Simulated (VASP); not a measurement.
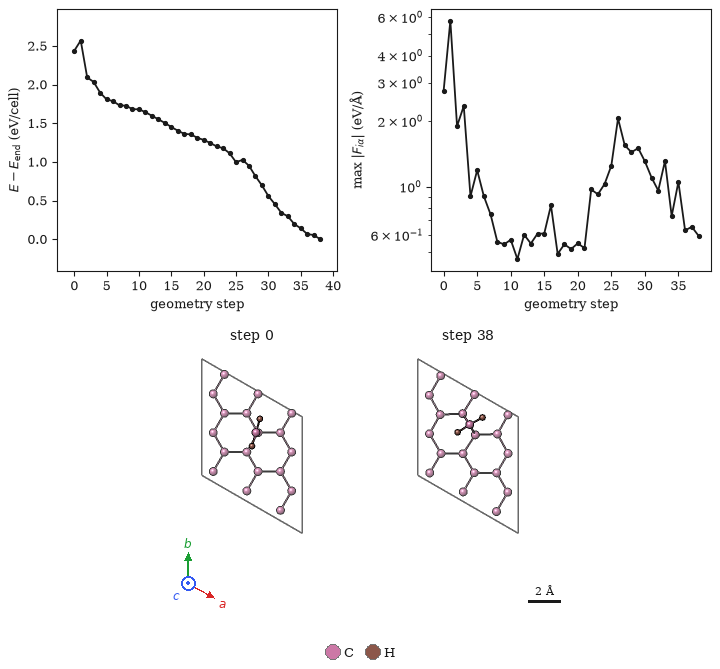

First and last geometry of a relaxation of a slab of composition H2C19, with the history of the run. A ball-and-stick model of the cell of the calculation, outlined in the plane, without the vacuum (origin shifted), seen along the c axis.

The run lets the atoms move in a fixed cell.

Method: Kohn-Sham DFT of a periodic cell, PBE with D3(BJ), VASP PAW PBE potentials, recommended in VASP.

Input
```
SYSTEM = H2C19
PREC     = Accurate       ! precision mode
ENCUT    = 520            ! plane-wave cutoff, eV
EDIFF    = 1E-6           ! SCF threshold, eV
ISMEAR   = 0              ! smearing method
SIGMA    = 0.05           ! smearing width, eV
LREAL    = Auto         
LASPH    = .TRUE.         ! aspherical terms in the spheres
NELM     = 80             ! most SCF steps
ALGO     = Fast           ! electronic algorithm
ISIF     = 2              ! what is computed and relaxed
LWAVE    = .FALSE.        ! write WAVECAR
LCHARG   = .FALSE.        ! write CHGCAR
GGA      = PE             ! functional
IVDW     = 12             ! dispersion correction
IBRION   = 2              ! ionic algorithm
NSW      = 80             ! ionic steps
EDIFFG   = -0.03          ! ionic threshold
```

Run as
```bash
cat potpaw_PBE.64/C/POTCAR potpaw_PBE.64/H/POTCAR > POTCAR
mpirun -np 1 vasp_std > vasp.out
```

> What do the curves and the structures tell?

The run was cut off at its time limit before the relaxation converged, so the last structure is only a point on the way. Over 38 geometry steps the energy falls by 2.436 eV per cell of the calculation. Largest force component: 2.8 eV/Å at the start, 0.6 eV/Å at the end. The atom that moves furthest relative to the layer's centre is an H atom (1.11 Å at 82° to the normal (+c side)). By element the largest moves are H 1.11 Å, C 0.55 Å. The cell doesn't change. Some distances before and after: C–C 2.055 → 1.534 Å, C–C 2.071 → 2.527 Å, C–C 1.424 → 1.572 Å, C–C 1.424 → 1.482 Å. New bonds form, among them: C–C (2.06 → 1.53 Å). Bond angles that change, for instance: C–C–C 87.1° → 59.5°, C–C–C 87.9° → 115.4°, C–C–C 94.9° → 117.4°. At step 1 the optimiser overshot: the energy rose above the start, and later steps came back. It ran on 1 thread of Intel(R) Xeon(R) Platinum 8375C CPU @ 2.90GHz (Ice Lake), with other jobs on the host.

```csv
step,"E − E(0), meV/atom","largest force component, eV/Å"
0,0.00,2.7584
1,6.33,5.7822
2,-16.38,1.8965
3,-19.18,2.3461
4,-25.79,0.9030
5,-29.94,1.1903
6,-30.99,0.9031
7,-33.64,0.7457
8,-33.76,0.5599
9,-35.98,0.5429
10,-35.99,0.5706
11,-37.81,0.4655
13,-42.19,0.5485
14,-44.43,0.6086
16,-49.18,0.8210
17,-51.15,0.4915
19,-53.50,0.5174
20,-54.91,0.5496
22,-58.87,0.9711
23,-59.94,0.9225
25,-68.58,1.2479
26,-67.16,2.0575
28,-77.23,1.4387
29,-82.87,1.5036
31,-94.41,1.1013
32,-99.78,0.9598
34,-106.68,0.7331
35,-109.31,1.0518
37,-113.46,0.6544
38,-116.01,0.5958
```
